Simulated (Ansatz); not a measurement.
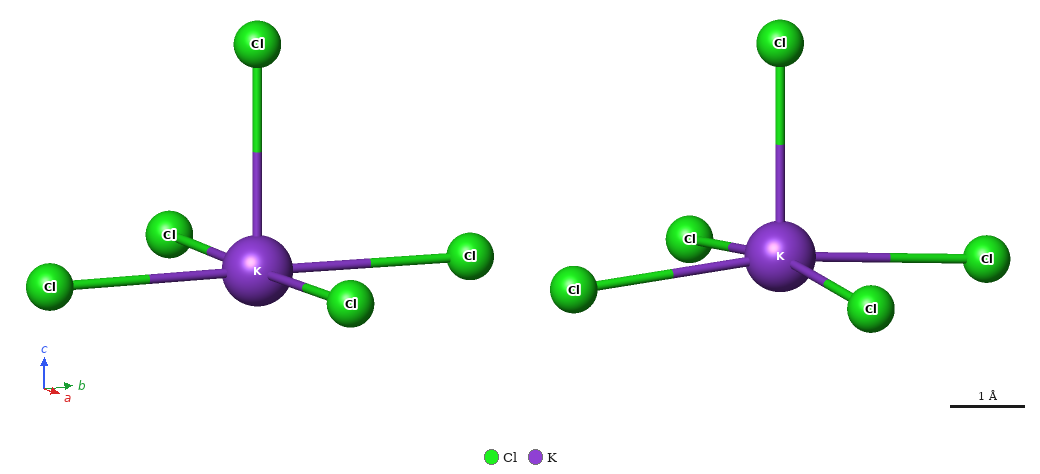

Two geometries of a defect cell of composition Cl$_{31}$K$_{32}$ (cell charge +1), drawn at one scale. One is the start of a relaxation, the other its converged end. The picture is a ball-and-stick view of the atoms within 4.2 Å of the atom that moves most (axes of the cell of the calculation (origin shifted)), seen slightly off an axis.

The calculation used Ansatz, DFT, PBEsol, PAW, plane waves. (plane-wave cutoff 420 eV; k-point mesh 1 × 1 × 1; mesh shifted by (0.25, 0.25, 0.25); no spin polarisation; atoms relaxed in a fixed cell; force threshold 0.03 eV/Å; at most 80 steps)

**Which of the two is the end point?**

The right one is the relaxed one. Over 3 geometry steps the energy falls by 0.481 eV per cell of the calculation. The largest force component goes from 0.49 to 0.0022 eV/Å. A K atom moves most: 0.20 Å roughly along [0 1 3]. By element the largest moves are K 0.20 Å, Cl 0.11 Å. The lattice vectors keep their values. Near-neighbour distances that change, for instance: Cl–K 3.111 → 2.935 Å, Cl–K 3.151 → 3.073 Å, Cl–K 3.121 → 3.073 Å. Bond angles that change, for instance: Cl–K–Cl 178.7° → 170.8°, Cl–K–Cl 178.5° → 170.9°, Cl–K–Cl 89.0° → 94.5°. The run took 8 s on 1 × NVIDIA GB300 Max-Q with 8 threads of Arm Neoverse-V2, peak memory 2 GiB.

Limits of the set-up: the cell is charged, on a uniform background, and energies carry no finite-size correction.
